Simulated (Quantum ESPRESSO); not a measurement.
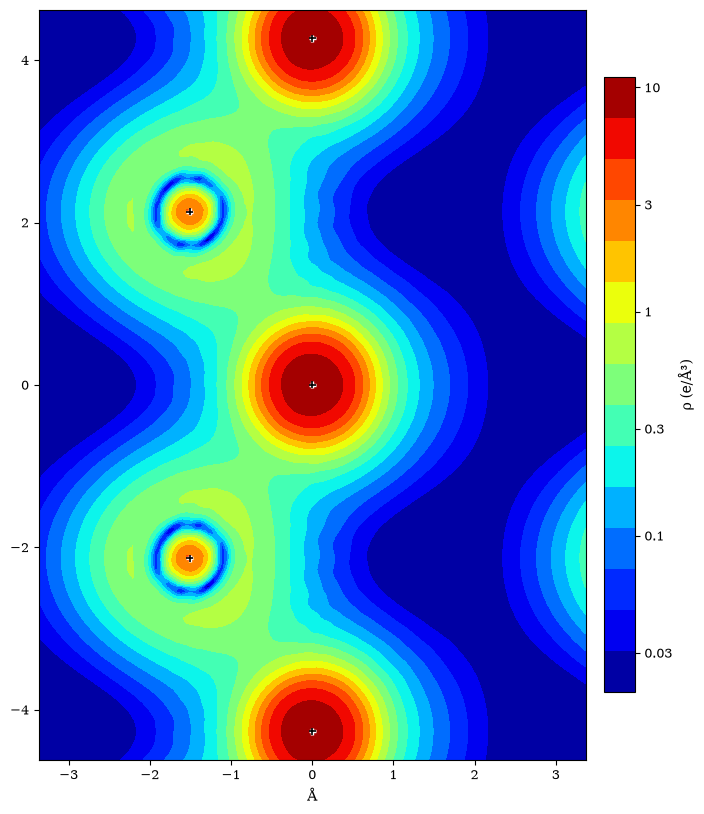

The valence pseudo-density on a plane through atoms (crosses mark nuclei in the plane).

All numbers below come from Kohn-Sham DFT of a periodic cell, PBEsol, GBRV 1.5 PBEsol (Quantum ESPRESSO 7.5).

Candidates:
A. InP, a = 5.86 Å, b = 5.86 Å, c = 5.86 Å, α = 90.00°, β = 90.00°, γ = 90.00°. Space group F-43m.
B. InAs, a = 6.04 Å, b = 6.04 Å, c = 6.04 Å, α = 90.00°, β = 90.00°, γ = 90.00°. Space group F-43m.
C. SrCl₂, a = 6.98 Å, b = 6.98 Å, c = 6.98 Å, α = 90.00°, β = 90.00°, γ = 90.00°. Space group Fm-3m.

**Which system is this?**

Candidate B: InAs on the (110) plane of the conventional cell, which holds In and As. In–As (2.61 Å): the density is about 0.42 e/Å³ at the midpoint.
